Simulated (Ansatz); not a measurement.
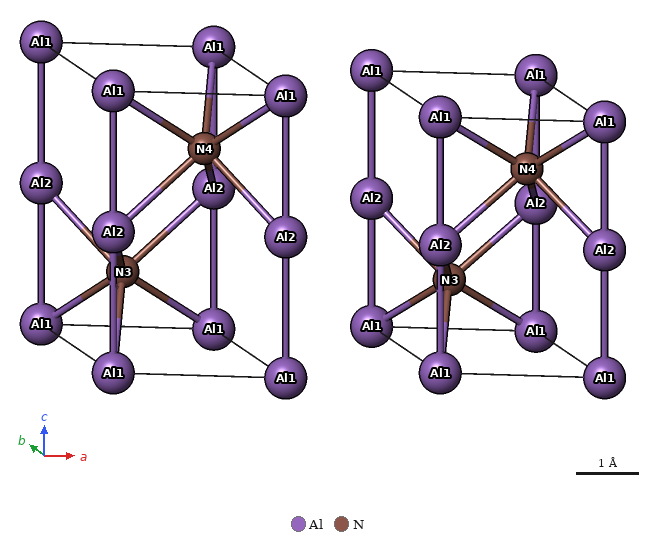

Two geometries of solid AlN (built on the NiAs type), drawn at one scale. One is the start of a relaxation, the other its converged end. A ball-and-stick model of the cell of the calculation, seen slightly off an axis.

Computed with DFT, PBEsol, plane waves, PAW (Ansatz 0.2.0). Settings: plane-wave cutoff 420 eV; k-point mesh 9 × 9 × 6; occupations fermi dirac; smearing width 0.03 eV; no spin polarisation; cell and atoms relaxed; force threshold 0.01 eV/Å; at most 120 steps.

> Which geometry has the lower energy?

The left one is the relaxed one. Over 7 accepted moves (9 points after the start) the energy falls by 340 meV per atom. All forces vanish by symmetry, so only the cell relaxes. Pressure: 74.23 GPa at the start and 0.01 GPa at the end. At 2 points the geometry stayed and the basis and grid were re-selected for the new cell (energy shift of 16.5 meV per atom at most each time). The atoms keep their places relative to the cell (all moves are under 0.005 Å). Cell: a = b 2.703 → 2.836 Å (+4.9 %), c 4.405 → 4.856 Å (+10.2 %). Volume +21.4 %. Among the contacts that change: Al1–Al2 2.203 → 2.428 Å, Al1–N3 1.910 → 2.038 Å. Among the angles between lasting bonds that change: Al1–N3–Al2 70.4° → 73.1°. The space group stays P6_3/mmc (No. 194).
